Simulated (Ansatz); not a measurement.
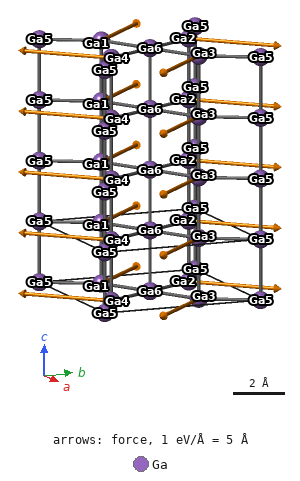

Starting geometry of a crystal of Ga (a generated structure, set up in P4/mbm) (coarse preliminary run) with the computed forces as orange arrows. The picture is a ball-and-stick view of the cell of the calculation, repeated 1 × 1 × 4 with one cell outlined, seen slightly off an axis.

Theory: DFT PBE, scalar-relativistic, plane waves, PAW in Ansatz 0.2.0.

Input
```yaml
crystal:
  lattice:
    - [6.63649029, 0.0, 0.0]
    - [0.0, 6.63649029, 0.0]
    - [0.0, 0.0, 2.43349809]
  atoms:
    - { symbol: Ga, position: [0.17679539, 0.32320461, 0.0] }
    - { symbol: Ga, position: [0.32320461, 0.82320461, 0.0] }
    - { symbol: Ga, position: [0.82320461, 0.67679539, 0.0] }
    - { symbol: Ga, position: [0.67679539, 0.17679539, 0.0] }
    - { symbol: Ga, position: [0.0, 0.0, 0.0] }
    - { symbol: Ga, position: [0.5, 0.5, 0.0] }
basis:
  ecutwfc: 420
kpoints:
  mp_grid: { grid: [4, 4, 8] }
hamiltonian:
  xc: pbe
scf:
  occupations: { method: gaussian, width: 0.1 }
  lower_state_search: "off"
output:
  forces: true
  stress: true
  eigenvalues: true
relax:
  adjacent_minimum: "off"
  f_tol: 0.04
  max_steps: 70
  cell: { stress_tol: 0.4 }
```

Command:
```bash
ansatz run input.yaml --threads 1 --pin off --max-ram 2560MiB --backend cpu --events-out ev --progress --plain --runs-dir out
```

Question: What follows when this structure is relaxed?

Answer: It isn't relaxed: the largest force vector, on Ga atoms, is 0.79 eV/Å. The atoms end up moving mostly along the starting forces (cosine between the two patterns 1.00). The energy falls by 2.053 eV per cell of the calculation in 6 accepted moves (8 points after the start). Largest force component: 0.56 eV/Å at the start, 0.00052 eV/Å at the end. Pressure: 18.02 GPa at the start and 0.08 GPa at the end. At 2 points the geometry stayed and the basis and grid were re-selected for the new cell (energy shift of 20.6 meV per cell of the calculation at most each time). The largest moves relative to the cell, 0.36 Å, are those of Ga1, Ga2, Ga3 and Ga4. Ga1 goes along [−1 1 0]. The drawn cell changes as follows: a = b 6.636 → 6.726 Å (+1.3 %), c 2.433 → 2.802 Å (+15.1 %); the volume changes by +18.2 %. Among the contacts that change: Ga1–Ga3 3.319 → 2.636 Å, Ga1–Ga1 2.433 → 2.802 Å, Ga1–Ga5 2.445 → 2.604 Å. Among the angles between lasting bonds that change: Ga5–Ga2–Ga6 147.4° → 131.9°. The space group stays P4/mbm (No. 127). Cost: 6.3 min on 1 thread of Intel(R) Xeon(R) Processor @ 2.50GHz (Skylake/Cascade Lake), with other jobs on the host, peak memory 0.46 GiB.
